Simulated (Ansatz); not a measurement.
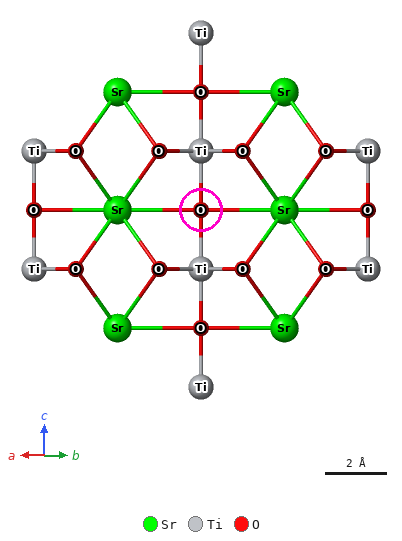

Perfect SrTiO₃. The picture is a ball-and-stick view of the atoms within 6.0 Å of one point, in a slice 5.0 Å thick across the line of sight, seen along [110].

Theory: Ansatz, DFT, PBEsol, PAW, plane waves. Settings: plane-wave cutoff 420 eV; k-point mesh 1 × 1 × 1; mesh shifted by (0.25, 0.25, 0.25); no spin polarisation. Fermi-Dirac smearing of 0.01 eV. A uniform background neutralises the charged cell. The axes drawn are those of the host's conventional cell.

An oxygen atom is taken out (a vacancy) at the ringed place, in charge state +2. The supercell has 40 sites, and the atoms are relaxed at the host's cell.

> Predict the relaxed surroundings of the defect.

Around the empty O site the host had 2 Ti at 1.95 Å; after relaxation the nearest atoms are 2 Ti at 2.06 to 2.08 Å. Of the host's atoms, an oxygen atom moves furthest from its site, by 0.19 Å.

The relaxed defect, seen from the same direction:

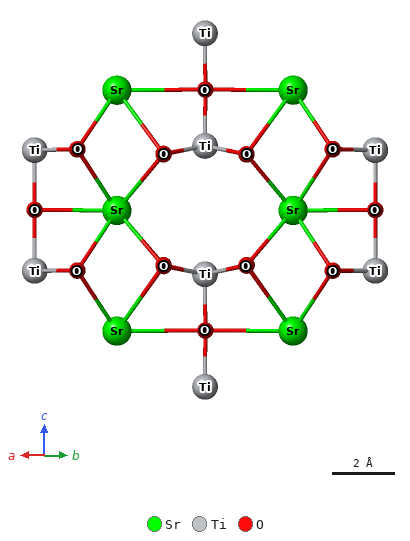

Limits of the set-up: the periodic images lie only 7.8 Å apart, so the values are limited by the cell's size; the cell is charged, on a uniform background, and energies carry no finite-size correction.
